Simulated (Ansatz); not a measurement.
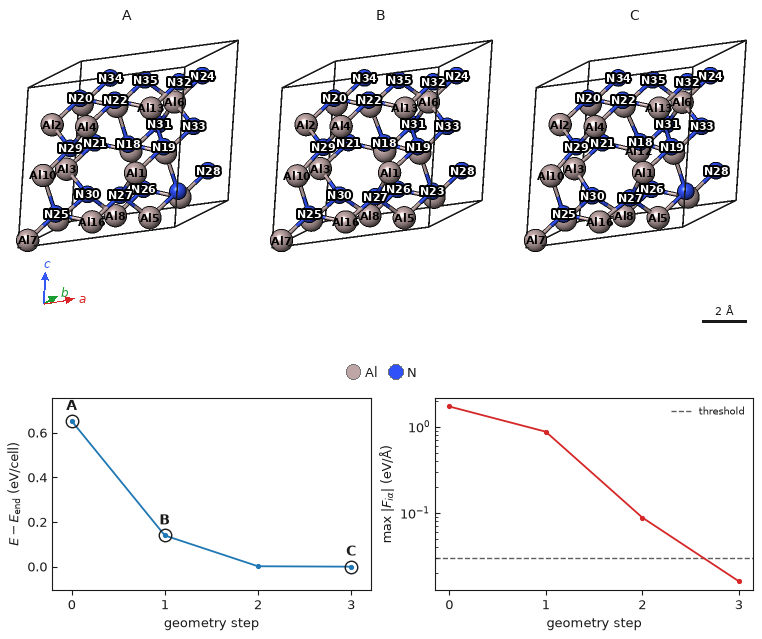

Frames of a relaxation of a defect cell of composition Al17N18, marked on the history of the run. A ball-and-stick model of the cell of the calculation (origin shifted), seen slightly off an axis.

Theory: DFT PBEsol, scalar-relativistic, plane waves, PAW in Ansatz 0.2.0. (plane-wave cutoff 420 eV; k-point mesh 2 × 2 × 2; occupations gaussian; smearing width 0.02 eV; mesh shifted by (0.5, 0.5, 0.5); collinear spin; atoms relaxed in a fixed cell; force threshold 0.03 eV/Å; at most 40 steps)

> What happens along the run?

The largest move is that of an N atom, 0.22 Å along [2 2 1]. Largest moves by element: N 0.22 Å, Al 0.03 Å. The cell stays as it was. Among the contacts that change: Al–N 1.948 → 1.854 Å, Al–N 1.932 → 1.858 Å, Al–N 1.910 → 1.858 Å, Al–N 1.812 → 1.853 Å. Among the angles between lasting bonds that change: Al–N–Al 104.6° → 113.3°, N–Al–N 109.1° → 100.9°, N–Al–N 111.8° → 103.9°. The energy falls by 0.653 eV per cell of the calculation in 3 geometry steps. The largest force component goes from 1.7 to 0.016 eV/Å. The run took 16 s on 8 threads of INTEL(R) XEON(R) PLATINUM 8581C CPU @ 2.30GHz (Emerald Rapids), on a shared host, peak memory 1.7 GiB. From step 0 to 1: an N atom moves most (0.13 Å), energy −0.513 eV per cell of the calculation. From step 1 to 3: an N atom moves most (0.10 Å), energy −0.140 eV per cell of the calculation.

Limits of the set-up: the periodic images lie only 7.3 Å apart, so the values are limited by the cell's size.
